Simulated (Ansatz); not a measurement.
A series of calculations on KNbO₃

Part 1: Relaxation

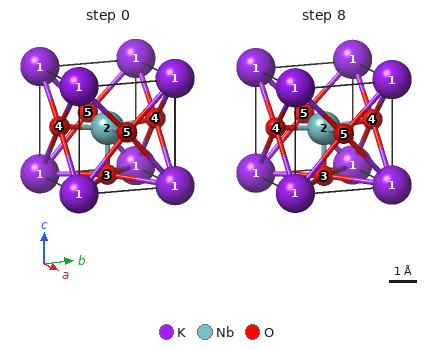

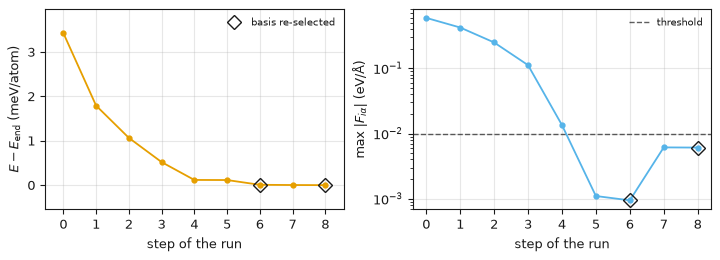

First and last geometry of a relaxation of crystalline KNbO$_{3}$ (set up in P4mm), with the history of the run. A ball-and-stick model of the cell of the calculation, seen slightly off an axis.

Case: volume × 0.97, shape and atoms relaxed.

Theory: DFT PBE, scalar-relativistic, plane waves, PAW in Ansatz 0.2.0.

Input file:
```yaml
crystal:
  lattice:
    - [3.9523618329, 0.0, 0.0]
    - [0.0, 3.9523618329, 0.0]
    - [0.0, 0.0, 4.1808502213]
  atoms:
    - { symbol: K, position: [0.0, 0.0, 0.0085196338] }
    - { symbol: Nb, position: [0.5, 0.5, 0.4909406183] }
    - { symbol: O, position: [0.5, 0.5, 0.0568278941] }
    - { symbol: O, position: [0.5, 0.0, 0.5428559269] }
    - { symbol: O, position: [0.0, 0.5, 0.5428559269] }
basis:
  ecutwfc: 420
kpoints:
  mp_grid: { grid: [8, 8, 8] }
hamiltonian:
  xc: pbe
scf:
  occupations: { method: gaussian, width: 0.02 }
output:
  forces: true
  stress: true
  eigenvalues: true
relax:
  adjacent_minimum: "off"
  f_tol: 0.01
  max_steps: 30
  cell: { stress_tol: 0.1, fix: [volume] }
```

Launched with:
```bash
ansatz run input.yaml --threads 1 --pin off --max-ram 2560MiB --backend cpu --events-out ev --progress --plain --runs-dir out
```

Q: Did the run converge, and what did it change?

A: It converged. The largest move relative to the cell is that of O3, 0.039 Å along −c. Largest moves by element: O 0.039 Å, Nb 0.027 Å, K 0.025 Å. The drawn cell changes at constant volume: a = b 3.952 → 3.984 Å (+0.8 %), c 4.181 → 4.116 Å (−1.6 %). Near-neighbour distances that change, for instance: Nb2–O3 2.366 → 2.263 Å, K1–O4 2.983 → 2.944 Å, Nb2–O3 (another image) 1.815 → 1.853 Å, K1–O3 2.802 → 2.820 Å. Bond angles that change, for instance: K1–O3–K1 171.7° → 174.5°, Nb2–O4–Nb2 167.5° → 169.7°, O4–Nb2–O4 167.5° → 169.7°. The space group stays P4mm (No. 99). After 6 accepted moves (8 points after the start) the energy has fallen by 3.4 meV per atom. Largest force component: 0.59 eV/Å at the start, 0.0061 eV/Å at the end. Pressure: 5.36 GPa at the start and 2.79 GPa at the end. The SCF was repeated twice at an unchanged geometry on a basis and grid sized afresh for the cell, which shifted the energy by 0.1 meV per atom at most. Cost: 2.1 min on 1 thread of Arm Neoverse V1, with other jobs on the host, peak memory 0.42 GiB.

Part 2: Relaxation

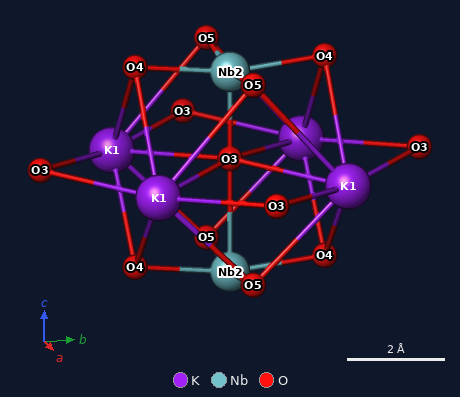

This is the input geometry for a relaxation of solid KNbO3 (set up in P4mm). A ball-and-stick model of the atoms within 4.2 Å of the atom that moves most (axes of the cell of the calculation), seen slightly off an axis.

Case: volume × 1.03, shape and atoms relaxed.

These are results of DFT PBE, scalar-relativistic, plane waves, PAW in Ansatz, not measurements.

Input file:
```yaml
crystal:
  lattice:
    - [4.0322290446, 0.0, 0.0]
    - [0.0, 4.0322290446, 0.0]
    - [0.0, 0.0, 4.265334604]
  atoms:
    - { symbol: K, position: [0.0, 0.0, 0.0085196338] }
    - { symbol: Nb, position: [0.5, 0.5, 0.4909406183] }
    - { symbol: O, position: [0.5, 0.5, 0.0568278941] }
    - { symbol: O, position: [0.5, 0.0, 0.5428559269] }
    - { symbol: O, position: [0.0, 0.5, 0.5428559269] }
basis:
  ecutwfc: 420
kpoints:
  mp_grid: { grid: [8, 8, 8] }
hamiltonian:
  xc: pbe
scf:
  occupations: { method: gaussian, width: 0.02 }
output:
  forces: true
  stress: true
  eigenvalues: true
  write_density: true
  write_potential: true
  elf: true
  volumetric_format: npy
relax:
  adjacent_minimum: "off"
  f_tol: 0.01
  max_steps: 30
  cell: { stress_tol: 0.1, fix: [volume] }
```

Run as
```bash
ansatz run input.yaml --threads 1 --pin off --max-ram 2560MiB --backend cpu --events-out ev --progress --plain --runs-dir out
```

### Where does the relaxation end?

The atom that moves furthest relative to the cell is O3 (0.052 Å along +c). Largest moves by element: O 0.052 Å, K 0.040 Å, Nb 0.032 Å. The drawn cell changes at constant volume: a = b 4.032 → 3.981 Å (−1.3 %), c 4.265 → 4.376 Å (+2.6 %). Among the contacts that change: Nb2–O3 2.414 → 2.561 Å, K1–O4 3.043 → 3.108 Å, Nb2–O3 (another image) 1.852 → 1.815 Å, K1–O3 2.859 → 2.831 Å. Among the angles between lasting bonds that change: K1–O3–K1 171.7° → 167.7°, K1–O4–K1 83.0° → 79.6°, Nb2–O4–Nb2 167.5° → 164.6°. The space group stays P4mm (No. 99). The energy falls by 4.3 meV per atom in 6 accepted moves (8 points after the start). The largest force component goes from 0.53 to 0.0085 eV/Å. The pressure goes from −4.57 to −1.05 GPa. At 2 points the geometry stayed and the basis and grid were re-selected for the new cell (energy shift of 0.3 meV per atom at most each time). The run took 2.5 min on 1 thread of Arm Neoverse V1 (shared host), peak memory 0.43 GiB.

After the run, drawn alike:

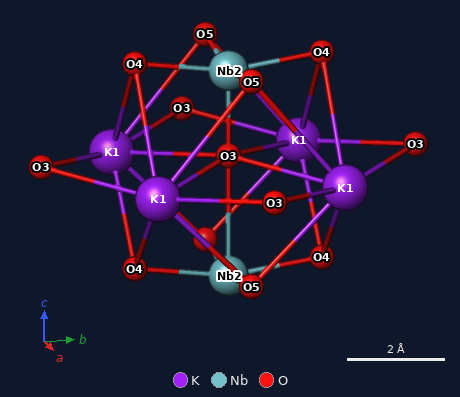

Part 3: A change

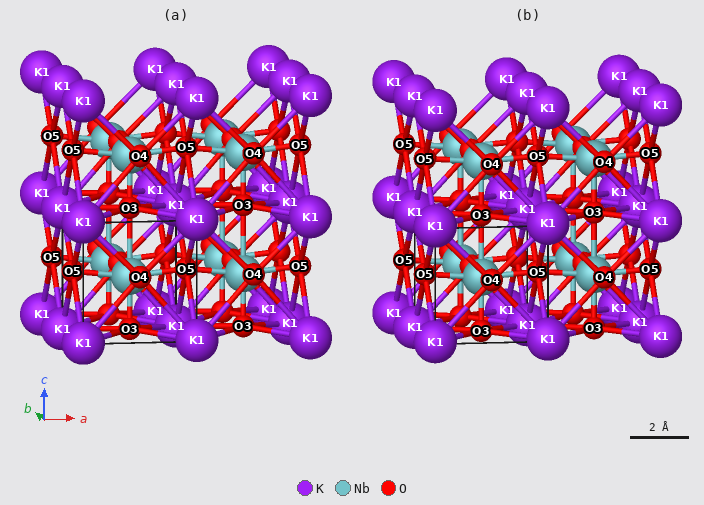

Left: solid KNbO$_{3}$ (set up in P4mm). Right: the same structure after one change, at the same scale. Style: ball-and-stick. Shown: the cell of the calculation, repeated 2 × 2 × 2 with one cell outlined, slightly off an axis.

Level of theory: DFT PBE, scalar-relativistic, plane waves, PAW in Ansatz. (plane-wave cutoff 420 eV; k-point mesh 8 × 8 × 8; occupations gaussian; smearing width 0.02 eV; no spin polarisation)

What was changed?

Answer. The volume is changed by −6.0 %. The cell's shape and the atoms are relaxed at that volume.

How do the computed properties respond?

Answer. The volume changes by −6.0 %, with a = b 3.993 → 3.961 Å (−0.8 %), c 4.224 → 4.034 Å (−4.5 %). The atom that moves furthest relative to the cell is the Nb atom (0.062 Å along +c). By element the largest moves are Nb 0.062 Å, O 0.056 Å, K 0.052 Å. Some distances before and after: Nb–O 2.390 → 2.164 Å, K–O 3.013 → 2.889 Å, K–O 2.802 → 2.766 Å, Nb–O 1.833 → 1.869 Å. The space group stays P4mm (No. 99). It costs 15.4 meV per atom. The pressure goes from 0.0 to 7.3 GPa.
